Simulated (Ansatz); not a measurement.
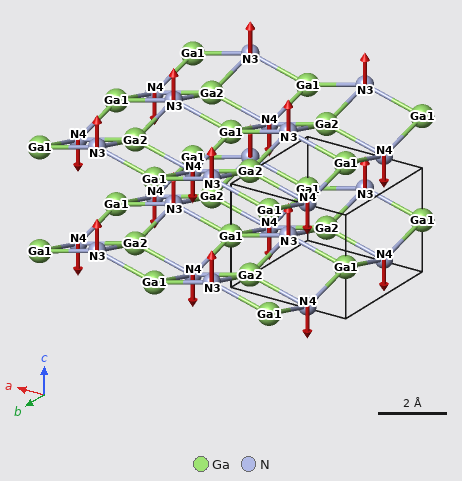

This is a relaxation of crystalline GaN (a generated structure, set up in P4/nmm) (coarse preliminary run). The starting structure is drawn; red arrows show the displacements (the part carried along by the change of the cell is left out), 10 times their true length.

The picture is a ball-and-stick view of the cell of the calculation, repeated 2 × 2 × 2 with one cell outlined, seen from a free direction.

Method: Ansatz 0.2.0, DFT PBE, scalar-relativistic, plane waves, PAW. (plane-wave cutoff 420 eV; k-point mesh 4 × 4 × 6; occupations gaussian; smearing width 0.1 eV; no spin polarisation; cell and atoms relaxed; force threshold 0.04 eV/Å; at most 70 steps)

Atoms of which element are displaced furthest, and by how much?

Answer. Nitrogen: up to 0.10 Å, against 0.00 Å for gallium.

What did the optimiser do to the structure, and how much energy did it gain?

Answer. The largest moves relative to the cell, 0.10 Å, are those of N3 and N4. N3 goes along +c. Ga stays in place. Cell: a = b 4.065 → 3.758 Å (−7.5 %), c 3.353 → 3.786 Å (+12.9 %). Volume −3.5 %. Near-neighbour distances that change, for instance: Ga1–N3 2.097 → 2.000 Å. Bond angles that change, for instance: N3–Ga1–N3 151.6° → 139.9°, Ga1–N3–Ga1 151.6° → 139.9°, Ga1–N3–Ga2 86.5° → 83.3°. The space group stays P4/nmm (No. 129). The energy falls by 181 meV per atom in 6 accepted moves (8 points after the start). Largest force component: 0.16 eV/Å at the start, 0.0071 eV/Å at the end. Pressure: −13.71 GPa at the start and 0.08 GPa at the end. The SCF was repeated twice at an unchanged geometry on a basis and grid sized afresh for the cell, which shifted the energy by 2.4 meV per atom at most.
